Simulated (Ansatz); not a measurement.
Consider MoSe2.

```cif
data_structure
_symmetry_space_group_name_H-M 'P 1'
_symmetry_Int_Tables_number 1
_cell_length_a 3.3707
_cell_length_b 3.3707
_cell_length_c 14.9497
_cell_angle_alpha 90.000
_cell_angle_beta 90.000
_cell_angle_gamma 120.000
_cell_volume 147.10
loop_
_atom_site_label
_atom_site_type_symbol
_atom_site_fract_x
_atom_site_fract_y
_atom_site_fract_z
_atom_site_occupancy
Mo1 Mo 0.66667 0.33333 0.75000 1
Mo2 Mo 0.33333 0.66667 0.25000 1
Se1 Se 0.33333 0.66667 0.86049 1
Se2 Se 0.66667 0.33333 0.36049 1
Se3 Se 0.33333 0.66667 0.63951 1
Se4 Se 0.66667 0.33333 0.13951 1
```

Space group P6₃/mmc; a structure from a database of computed crystals, not necessarily the ambient phase; changed on purpose from its base cell (biaxial strain in the a-b plane, c and atoms relaxed: +1.5 %); computed without spin polarisation.

Theory: DFT PBE, scalar-relativistic, plane waves, PAW (Ansatz).

Q: Predict the valence pseudo-density and electron localisation function between the atoms.

A: Mo–Se (2.55 Å): ρ is about 0.51 e/Å³ halfway; the ELF is about 0.50 at the midpoint.

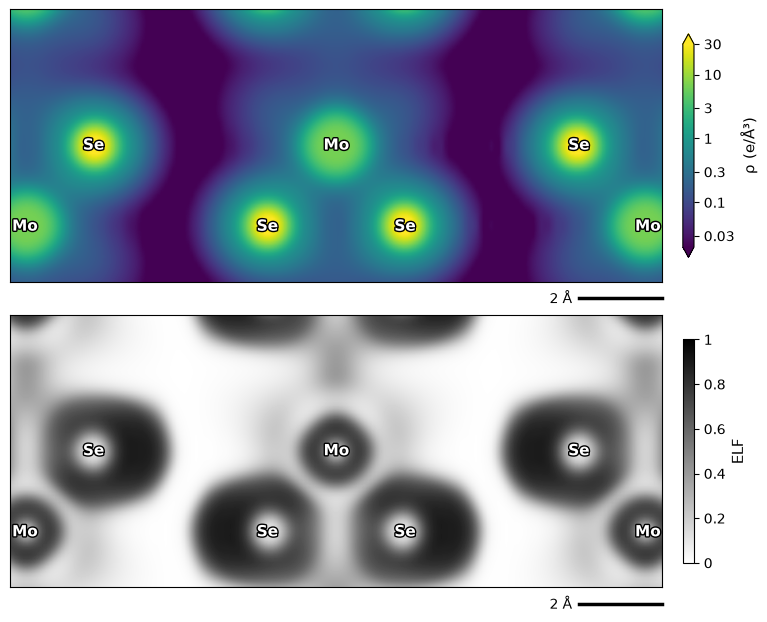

Computed valence pseudo-density and electron localisation function on the (110) plane of the conventional cell, in this order. 

In a PAW calculation such maps are meaningful between the atoms, not at the nuclei.
